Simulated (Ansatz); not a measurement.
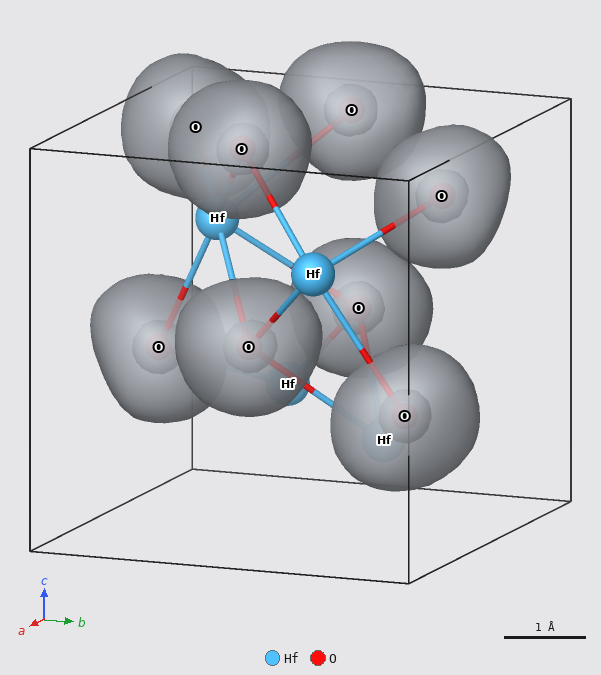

HfO₂. Isosurface of the electron localisation function at 0.65 (grey), seen slightly off an axis. Only the valence region is drawn (cores and ρ < 0.01 e/Å³ removed). Sticks mark near contacts.

Space group Pca2₁; a structure from a database of computed crystals, not necessarily the ambient phase.

All numbers below come from Ansatz, DFT PBE, spin-orbit coupling, plane waves, PAW.

```yaml
crystal:
  lattice:
    - [5.29380, 0.00000, 0.00000]
    - [0.00000, 5.06923, 0.00000]
    - [0.00000, 0.00000, 5.10096]
  atoms:
    - { symbol: Hf, position: [0.03262, 0.26629, 0.23999] }
    - { symbol: Hf, position: [0.46738, 0.26629, 0.73999] }
    - { symbol: Hf, position: [0.53262, 0.73371, 0.23999] }
    - { symbol: Hf, position: [0.96738, 0.73371, 0.73999] }
    - { symbol: O, position: [0.36539, 0.06760, 0.38315] }
    - { symbol: O, position: [0.13461, 0.06760, 0.88315] }
    - { symbol: O, position: [0.72918, 0.46281, 0.48986] }
    - { symbol: O, position: [0.77082, 0.46281, 0.98986] }
    - { symbol: O, position: [0.27082, 0.53719, 0.98986] }
    - { symbol: O, position: [0.22918, 0.53719, 0.48986] }
    - { symbol: O, position: [0.86539, 0.93240, 0.38315] }
    - { symbol: O, position: [0.63461, 0.93240, 0.88315] }
```

**Where are the electrons localised?**

The surface consists of eight regions wrapped around O (the valence shell of each), counted in one cell of 12 atoms. Regions shared between cells count once.

Values along the shortest contacts:
Hf–O (2.04 Å): the ELF peaks at about 0.85 in the valence shell of O, 0.6 Å from its nucleus, and drops to about 0.20 between the two atoms: no localised pair shows between them. Hf–O (2.13 Å): the ELF peaks at about 0.85 in the valence shell of O, 0.6 Å from its nucleus, and drops to about 0.20 between the two atoms; no shared electron pair shows on this line.

**Metal or insulator at this level of theory?**

It is gapped, with a Kohn–Sham gap of 4.3 eV on the k-point mesh (the band edges may lie off the mesh, which would make the gap smaller).
